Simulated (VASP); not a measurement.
**Two runs on K**

System: K (Im-3m, 1 atom in the cell).
Method of run A: Kohn-Sham DFT of a periodic cell, r2SCAN with rVV10, VASP PAW PBE potentials, recommended, no spin polarisation (VASP 6.6.1).

The structure derives from an entry of the Crystallography Open Database. 

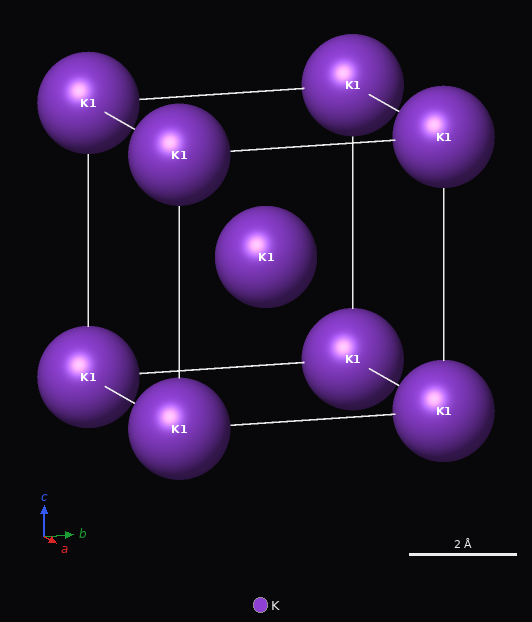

**Figure 1.** The starting structure (spheres-only view of the cell 2 times as large as that of the calculation, set on its symmetry axes, seen slightly off an axis; atoms are numbered from 1 in the order of the input).

**INCAR, run A**
```
PREC = Accurate ; ENCUT = 600
EDIFF = 1E-7 ; ISMEAR = 0
SIGMA = 0.1 ; LREAL = F
LASPH = T ; NELM = 80
ALGO = Normal ; ISIF = 3
LWAVE = F ; LCHARG = F
METAGGA = R2SCAN ; LMIXTAU = T
LUSE_VDW = T ; IVDW_NL = 2
BPARAM = 11.95 ; CPARAM = 0.0093
IBRION = 2 ; NSW = 90
EDIFFG = -0.005
```

**KPOINTS, run A**
```
regular mesh
0
Gamma
  12 12 12
```

**POSCAR, run A**
```
K
1.0
   -2.6180000000      2.6180000000      2.6180000000
    2.6180000000     -2.6180000000      2.6180000000
    2.6180000000      2.6180000000     -2.6180000000
K
1
Direct
    0.0000000000      0.0000000000      0.0000000000
```

Launched with:
```bash
cat potpaw_PBE.64/K_sv/POTCAR > POTCAR
mpirun -np 1 vasp_std > vasp.out
```

Hardware: 1 thread of Intel Xeon (Granite Rapids), 64 GiB of memory available, shared host.

**OSZICAR and lines of OUTCAR (run A)**
```
N       E                     dE             d eps       ncg     rms          rms(c)
DAV:   1     0.463593518488E+02    0.46359E+02   -0.39686E+03  1152   0.981E+02
DAV:   2    -0.590165868122E+01   -0.52261E+02   -0.51714E+02  1176   0.233E+02
DAV:   3    -0.802865340390E+01   -0.21270E+01   -0.21235E+01  1960   0.413E+01
DAV:   4    -0.807491173284E+01   -0.46258E-01   -0.46257E-01  1704   0.476E+00
DAV:   5    -0.807542363455E+01   -0.51190E-03   -0.51187E-03  1992   0.372E-01    0.213E+00
DAV:   6    -0.622610307885E+01    0.18493E+01   -0.15282E+00  1176   0.121E+01    0.102E+00
DAV:   7    -0.569047602945E+01    0.53563E+00   -0.27752E-01  1432   0.506E+00    0.619E-01
[...]
DAV:   5    -0.570855406236E+01   -0.17372E-03   -0.19113E-03  1152   0.321E-01    0.848E-03
DAV:   6    -0.570797311973E+01    0.58094E-03   -0.26355E-04  1152   0.123E-01    0.688E-03
DAV:   7    -0.570787656537E+01    0.96554E-04   -0.57960E-05  1224   0.650E-02    0.359E-03
DAV:   8    -0.570787481041E+01    0.17550E-05   -0.33133E-06  1736   0.182E-02    0.148E-03
DAV:   9    -0.570787328500E+01    0.15254E-05   -0.59099E-07  1248   0.891E-03    0.108E-03
DAV:  10    -0.570787501499E+01   -0.17300E-05   -0.73791E-07  1152   0.103E-02    0.600E-04
DAV:  11    -0.570787388566E+01    0.11293E-05   -0.16334E-07  1200   0.498E-03    0.184E-04
DAV:  12    -0.570787399508E+01   -0.10942E-06   -0.11023E-08  1448   0.130E-03    0.653E-05
DAV:  13    -0.570787397216E+01    0.22923E-07   -0.27327E-09   688   0.674E-04
   4 F= -.57078740E+01 E0= -.57055139E+01  d E =-.135371E-02
[... from OUTCAR:]
  free energy    TOTEN  =        -5.70787397 eV
  energy without entropy =       -5.70315377  energy(sigma->0) =       -5.70551387
 E-fermi :  -0.1385     XC(G=0):  -5.8910     alpha+bet : -3.3690
  free  energy   TOTEN  =        -5.7078739722 eV
  energy  without entropy=       -5.7031537707  energy(sigma->0) =       -5.70551387
```

For run B the input was changed thus:
```diff
-LUSE_VDW = T ; IVDW_NL = 2
-BPARAM = 11.95 ; CPARAM = 0.0093
```

What does this change do to the results?

The total energies belong to different models, so their difference says nothing on which is more stable or more accurate. The volume per atom goes from 74.63 to 76.22 Å³. The SCF takes 73 iterations over all geometry steps against 77. On the same kind of shared host run B took about 0.55 times as long.

**OSZICAR and lines of OUTCAR (run B)**
```
N       E                     dE             d eps       ncg     rms          rms(c)
DAV:   1     0.461101004914E+02    0.46110E+02   -0.39722E+03  1152   0.981E+02
DAV:   2    -0.620736773317E+01   -0.52317E+02   -0.51776E+02  1176   0.233E+02
DAV:   3    -0.832115143504E+01   -0.21138E+01   -0.21102E+01  1944   0.413E+01
DAV:   4    -0.837812999539E+01   -0.56979E-01   -0.56942E-01  1736   0.505E+00
DAV:   5    -0.837865399850E+01   -0.52400E-03   -0.52397E-03  1968   0.390E-01    0.212E+00
DAV:   6    -0.652993349390E+01    0.18487E+01   -0.15335E+00  1176   0.121E+01    0.102E+00
DAV:   7    -0.599507612800E+01    0.53486E+00   -0.27569E-01  1424   0.506E+00    0.631E-01
[...]
DAV:  13    -0.601390149318E+01   -0.56461E-04   -0.48683E-04  1152   0.190E-01    0.626E-03
DAV:  14    -0.601372877155E+01    0.17272E-03   -0.19164E-04  1152   0.110E-01    0.618E-03
DAV:  15    -0.601372838262E+01    0.38893E-06   -0.76408E-07  1856   0.647E-03    0.620E-03
DAV:  16    -0.601378507804E+01   -0.56695E-04   -0.63372E-05  1192   0.648E-02    0.832E-03
DAV:  17    -0.601372939442E+01    0.55684E-04   -0.27733E-05  1152   0.469E-02    0.533E-03
DAV:  18    -0.601372953141E+01   -0.13699E-06   -0.10709E-06  1320   0.128E-02    0.433E-03
DAV:  19    -0.601372783453E+01    0.16969E-05   -0.28025E-06  1224   0.156E-02    0.257E-03
DAV:  20    -0.601372793710E+01   -0.10257E-06   -0.11199E-06  1192   0.118E-02    0.238E-03
DAV:  21    -0.601372801689E+01   -0.79786E-07   -0.30467E-07  1184   0.658E-03
   3 F= -.60137280E+01 E0= -.60113519E+01  d E =-.337495E-02
[... from OUTCAR:]
  free energy    TOTEN  =        -6.01372802 eV
  energy without entropy =       -6.00897583  energy(sigma->0) =       -6.01135193
 E-fermi :  -0.1594     XC(G=0):  -5.8179     alpha+bet : -3.2986
  free  energy   TOTEN  =        -6.0137280169 eV
  energy  without entropy=       -6.0089758342  energy(sigma->0) =       -6.01135193
```

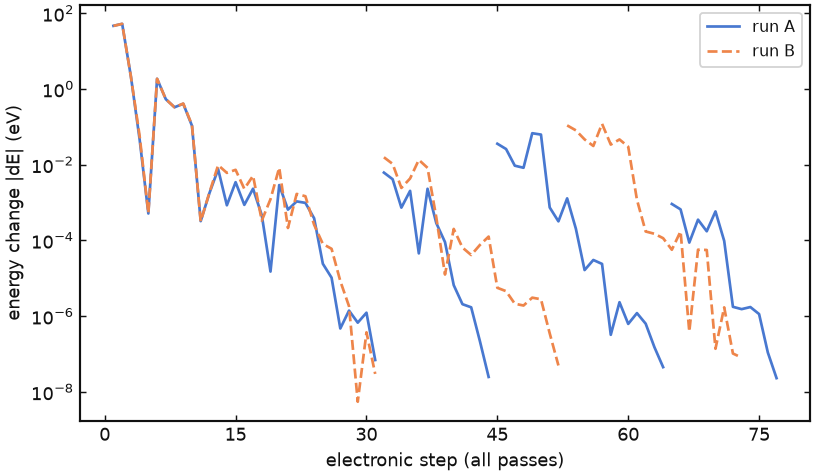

**Figure 2.** Convergence of the two runs: energy change |dE| against the electronic step. A break in a curve parts two SCF passes. Run A takes 77 steps in all, and run B takes 73.

**The two runs side by side**

```csv
quantity,run A,run B
outcome,converged,converged
free energy per atom (eV),−5.7079,−6.0137
"energy per atom, smearing taken to zero (eV)",−5.7055,−6.0114
gap on the mesh (eV),0.00,0.00
pressure (GPa),0.00,0.00
volume per atom (Å³),74.63,76.22
largest force (eV/Å),0.000,0.000
SCF iterations,77,73
irreducible k-points,72,72
```

For run B: The volume changed by more than 5 % on the plane waves of the start, so the result carries a basis error; a second relaxation from the end is advised.
